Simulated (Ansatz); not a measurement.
# Run report: PtSe, single-point calculation (part 3 of 3)

PtSe (F-43m, 2 atoms in the cell); DFT PBE+U+J, scalar-relativistic, plane waves, PAW, U = 7 eV, J = 0.9 eV on Pt atom 1 d, spin-polarised (Ansatz 0.2.0); cutoff 420 eV, 5×5×5 k-mesh, Gaussian smearing of 0.05 eV, collinear spins. The structure was built on a prototype by a generator; it need not be a known phase. It belongs to a series of runs on one base structure; here: natural orbitals of the symmetric run, filled by rank.

Geometry of the input (Å; fractional positions):
```
0.0000  3.0374  3.0374
3.0374  0.0000  3.0374
3.0374  3.0374  0.0000
Pt 0.0000  0.0000  0.0000
Se 0.2500  0.2500  0.2500
```

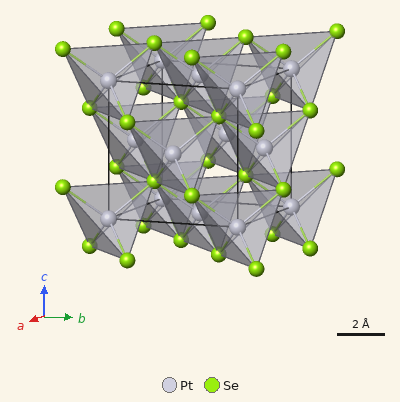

Figure 1. The input geometry (polyhedral view of the cell 4 times as large as that of the calculation, set on its symmetry axes, seen slightly off an axis; polyhedra are completed across the faces of the cell). An atom can appear more than once, as a periodic image.

Output, continued
```
  greatest PAW one-centre occupation: 1.000 electrons in one spin orbital (limit 2), on the Pt atom at site 0 (counted from 0), in its partial waves of l = 0
SCF converged after 53 iterations
Magnetization: 0.1773 μB (17.0886 up, 16.9114 down)
Absolute magnetization: 0.1774 μB (∫|ρ↑−ρ↓|, with the PAW one-centre terms)
Spin contamination: 0.0003 ħ² per cell (⟨S²⟩ above its minimum at these occupations)
Per-site moments (μB) at R_I (Å): [(0.0869141465840437, 1.0850839163318036), (0.045372748208536255, 1.0850839163318036)]
Free energy (F): -17989.108525 eV
Harris-Foulkes:  -17989.108525 eV  (|F-HF|=7.28e-12)
Internal energy: -17989.104379 eV  (E = F + TS)
E sigma→0 (E₀):  -17989.106452 eV
Entropy (-TS):   -0.004146 eV (-2.073 meV/atom)
Fermi energy:    7.588996 eV
--- Per-component energies (eV) ---
  E_band       = -787.828248
  E_kinetic    = 753.244934
  E_local      = -5192.759222  (includes V_loc(G=0)·N_el)
  E_nonlocal   = -390.119511
  E_hartree    = 2268.282730
  E_xc         = -361.855469
  E_vxc        = -395.374573  (∫ρ·V_xc dr)
  E_hubbard    = 2.112308  (on-site DFT+U / exact-exchange correction)
  E_vhub       = -23.925700  (the Hubbard potential's part of the band-sum identity)
  E_paw        = -11368.913473  (= ΣΔE_a)
  E_vpaw       = -75.459187  (= ΣTr[D̂ρ^β])
  E_aug_tail   = -0.000377  (compensation charges beyond the density's cutoff)
  E_ewald      = -3699.096300
  E_smearing   = -0.004146  (= −TS)
  E_closure    = -0.000000  (closes the sum)
  Σ components = -17989.108525   (vs F -17989.108525, Δ=0.00e0)
--- DFT+U+J on-site energies (Liechtenstein; fll double counting; per corrected site; eV) ---
  site 0 (l=d): U=7.0000  J=0.9000  Tr N=9.2296  E_int=252.943832  E_dc=250.831524  E_U=2.112308
--- Specified on-site occupations, and those of the state reported ---
  electrons in the specified blocks: 7.8000 specified, 9.2296 found
  site 0 (l=d) ↓: largest change of an orbital's occupation 0.8568; electrons 2.9500 specified, 4.5747 found; spectral distance 1.2153
  site 0 (l=d) ↑: largest change of an orbital's occupation 0.0693; electrons 4.8500 specified, 4.6550 found; spectral distance 0.1203
--- Forces (eV/Å), atoms counted from 1 ---
  atom   1  Pt    -0.00000000     0.00000000     0.00000000
  atom   2  Se    -0.00000000     0.00000000     0.00000000
  max |Σ_I F_I| component: 5.90e-17 eV/Å
--- Stress (GPa, compression-positive) ---
      -10.187002      -0.000000       0.000000
       -0.000000     -10.187002      -0.000000
        0.000000      -0.000000     -10.186999
  P = ⅓ Tr σ = -10.1870 GPa (-101.870 kbar)
--- Band table (eV; the first three rows and the last of 36) ---
  k-point 0 ↑: bands = ["-88.2055", "-42.5266", "-42.5266", "-42.5266", "-40.7222", "-40.7222", "-40.7220", "-40.7220", "-40.7220", "-5.6401", "2.7232", "2.7232", "2.7232", "4.0420", "4.0420", "8.7188", "9.2565", "9.2565", "9.2565", "14.9562", "14.9562", "14.9562"]
  k-point 1 ↑: bands = ["-88.2055", "-42.5267", "-42.5266", "-42.5266", "-40.7227", "-40.7224", "-40.7224", "-40.7219", "-40.7219", "-5.5401", "2.7412", "2.8289", "2.8289", "4.0465", "4.0465", "7.3239", "8.8696", "8.8696", "10.1981", "14.3073", "15.4065", "15.4065"]
  k-point 2 ↑: bands = ["-88.2056", "-42.5269", "-42.5266", "-42.5266", "-40.7237", "-40.7226", "-40.7226", "-40.7219", "-40.7219", "-5.3791", "2.9323", "2.9323", "3.1637", "4.2061", "4.2061", "5.3365", "8.1904", "8.1904", "10.7514", "15.2852", "15.8228", "15.8228"]
  k-point 17 ↓: bands = ["-88.1593", "-42.4705", "-42.4701", "-42.4700", "-40.7149", "-40.7140", "-40.7138", "-40.7127", "-40.7126", "-5.1896", "2.5891", "3.6552", "3.8714", "4.3635", "4.5812", "5.2493", "6.4155", "7.0312", "12.8062", "13.5527", "16.8780", "17.7332"]
Occupation matrices written to [file]
--- Löwdin populations: 2 sites ---
  site symbol       q [e]    m [muB]
     0     Pt     17.8863     0.0921
     1     Se     15.9717     0.0822
  spilling = 0.004176 (of n_electrons = 34.000000)
--- Occupation matrices: 1 shell (run DFT+U table (all-electron-ortho-atomic); ε = 1.68e-4) ---
  Pt0 d_5D: site group Td (-43m)
  Pt0 d_5D up     Tr n = 4.6550  λ = 0.901 0.901 0.901 0.976 0.976  [3× xz 0.33 (T2 1.00) T2(1.00) | 2× z2 0.50 (E 1.00) E(1.00)]
  Pt0 d_5D dn     Tr n = 4.5747  λ = 0.877 0.877 0.877 0.972 0.972  [3× xz 0.33 (T2 1.00) T2(1.00) | 2× z2 0.50 (E 1.00) E(1.00)]
  specified occupation → Pt0 d_5D up: matrix, ‖Δ‖_F = 0.1203, Tr Δ = +0.1950, displaced = 0.1103, d_λ = 0.1203; orbital distance = 0.0000
  specified occupation → Pt0 d_5D dn: matrix, ‖Δ‖_F = 1.2153, Tr Δ = -1.6247, displaced = 0.9055, d_λ = 1.2153; orbital distance = 0.8165
  Tr n, λ and their labels are of the run-group-symmetrised matrices; stabiliser: 24 of 48 elements of G0×{1,Θ} (closed), max defect 6.9e-7 at τ = 3.6e-5
```

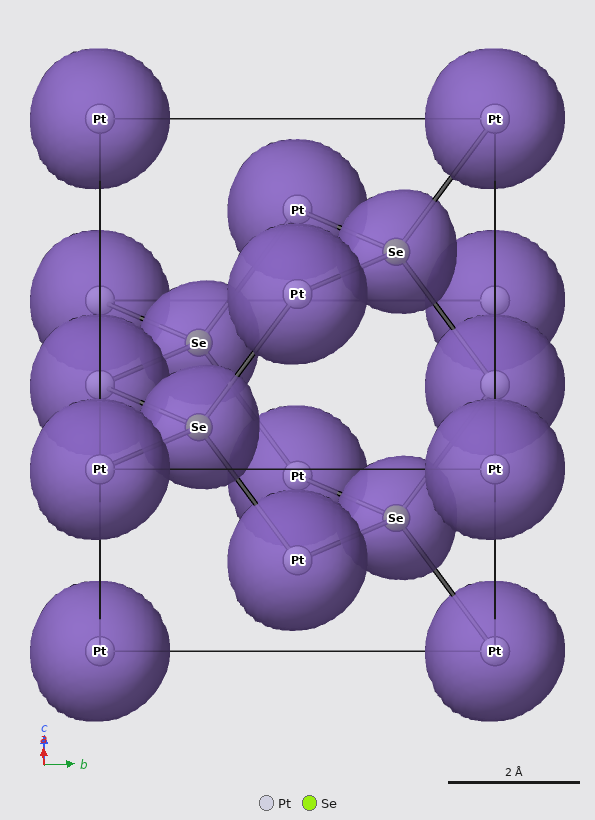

Figure 2. Isosurface of the valence electron density at 0.6 e/Å³ (purple), seen at an oblique angle. Sticks mark near contacts. The outline is the cell set on symmetry axes. At this value the density breaks into separate islands; it holds about 80 % of the electrons treated as valence (semicore included). It is pinched off along the Pt–Se (2.63 Å) contacts. On the grid the lowest density along these lines, outside the cores, is 0.44 e/Å³ (Pt–Se, 2.63 Å). Core electrons are frozen (PAW), so the fields are smoothed inside the atomic spheres.

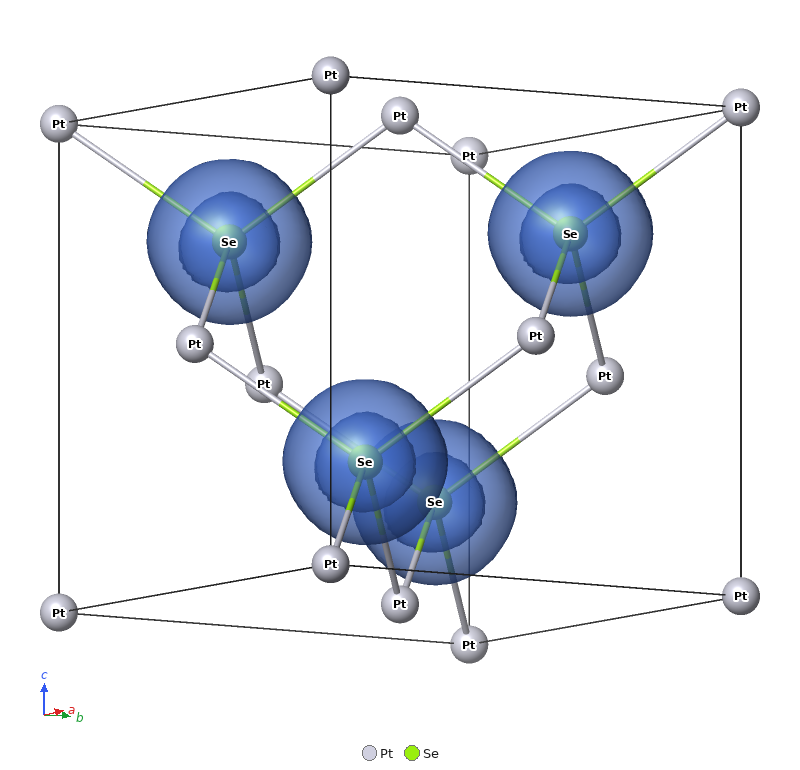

Figure 3. Isosurface of the electron localisation function at 0.7 (blue), seen at an oblique angle. Core shells and regions of very low density are left out. Sticks mark near contacts. The outline is the cell set on symmetry axes. Values along the shortest contacts: Pt–Se (2.63 Å): the ELF peaks at about 0.80 in the valence shell of Se, 0.8 Å from its nucleus, and drops to about 0.25 between the two atoms.

Results in brief

```json
{"quantity": "outcome", "value": "converged"}
{"quantity": "space group (tolerance 0.01 Å)", "value": "F-43m (216)"}
{"quantity": "electrons treated", "value": "34"}
{"quantity": "free energy", "value": "−17989.1085 eV"}
{"quantity": "Fermi energy", "value": "7.589 eV"}
{"quantity": "gap on the k-point mesh", "value": "none (metallic)"}
{"quantity": "net moment of the cell", "value": "0.18 μB"}
{"quantity": "integrated absolute moment", "value": "0.18 μB"}
{"quantity": "pressure", "value": "−10.19 GPa"}
{"quantity": "largest force (length of the vector)", "value": "under 0.001 eV/Å"}
{"quantity": "wall time", "value": "13 s (CPU time 26 s)"}
{"quantity": "peak memory", "value": "0.45 GiB"}
```

The program warns: the typed occupations were not kept; the occupation matrices lower the symmetry. Spin–orbit coupling is left out, which matters for Pt. The cell is under a tension of 10.2 GPa at this level, so it is not at its equilibrium volume.
